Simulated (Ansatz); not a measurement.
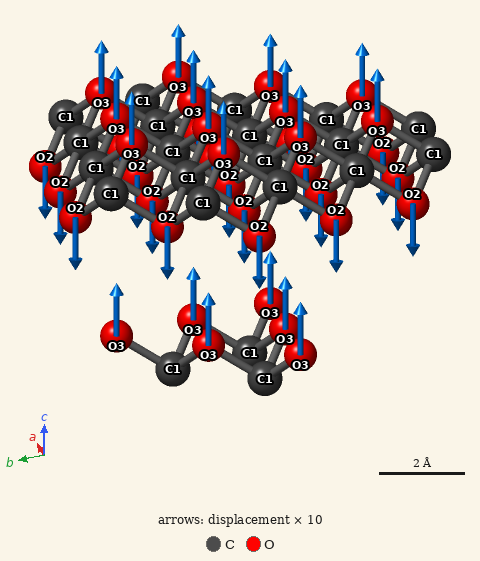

A relaxation of solid CO$_{2}$ (built on the ZrS2-164 type type). The starting structure is drawn; blue arrows show the displacements (the part carried along by the change of the cell is left out), 10 times their true length.

A ball-and-stick model of the atoms within 5.0 Å of the atom that moves most (axes of the cell of the calculation), seen from a free direction.

Theory: Ansatz 0.2.0, DFT, r2SCAN+rVV10, plane waves, PAW. Set-up: plane-wave cutoff 500 eV; k-point mesh 12 × 12 × 4; occupations fermi dirac; smearing width 0.03 eV; no spin polarisation; cell and atoms relaxed; force threshold 0.01 eV/Å; at most 120 steps.

What happened in the run?

Answer. The largest moves relative to the cell, 0.13 Å, are those of O2 and O3. O2 goes along −c. C stays in place. The drawn cell changes as follows: a = b 2.345 → 2.349 Å (+0.2 %), c 5.353 → 4.541 Å (−15.2 %); the volume changes by −14.9 %. The space group stays P-3m1 (No. 164). Over 6 accepted moves (9 points after the start) the energy falls by 13.4 meV per atom. The largest force component goes from 0.038 to 0.0001 eV/Å. Pressure: −0.05 GPa at the start and 0.00 GPa at the end. The line search rejected the trial step at point 4 of the run. The SCF was repeated twice at an unchanged geometry on a basis and grid sized afresh for the cell, which shifted the energy by 1.2 meV per atom at most.
